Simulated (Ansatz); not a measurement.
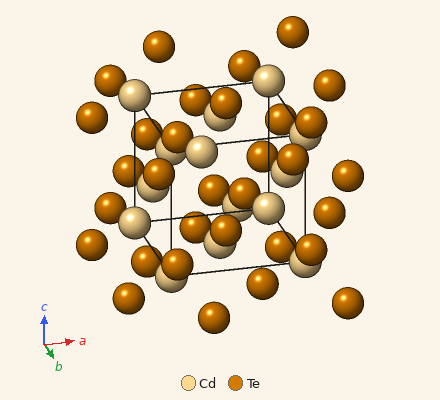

The structure; the drawing may span several cells.

Given this structure, the end point of a relaxation with Ansatz 0.2.0, DFT PBE0, scalar-relativistic, plane waves, PAW; the starting structure was generated, so it need not be a known form of this composition, written in its standard cell:

Space group F-43m (No. 216). a = 6.563 Å, b = 6.563 Å, c = 6.563 Å, α = 90.00°, β = 90.00°, γ = 90.00°
```json
{"atom": "Cd", "site": "4a", "symmetry": "-43m", "x": "0.0000", "y": "0.0000", "z": "0.0000"}
{"atom": "Te", "site": "4d", "symmetry": "-43m", "x": "0.2500", "y": "0.2500", "z": "0.7500"}
```

### Predict the [221] zone-axis pattern (100 kV, kinematic, B = 0.3 Å²).

The spots form a centred rectangular net whose two shortest vectors correspond to d = 2.32 Å and 1.47 Å, 71.6° apart. They are -2 2 0 and -2 0 4 (weak). The pattern has symmetry 2mm. The lattice centring (F) removes all reflections that break h + k = 2n, h + l = 2n; reflections such as 2 -4 4, 4 -2 -4 are allowed but too weak to see at this display level.

Strongest reflections with d > 0.80 Å, one of each family (|F|² from tabulated Gaussian fits of the electron scattering factors, times a small damping for the curvature of the Ewald sphere):

```tsv
hkl	d (Å)	I (strongest = 100)
2 -2 0	2.320	100
4 -4 0	1.160	23
2 0 -4	1.468	0
```

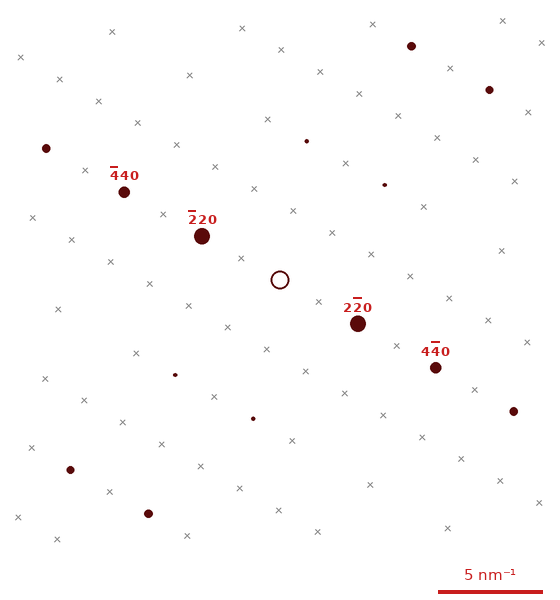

Calculated pattern, seen from the source side with [221] pointing towards the source; crosses mark the places of extinct reflections.
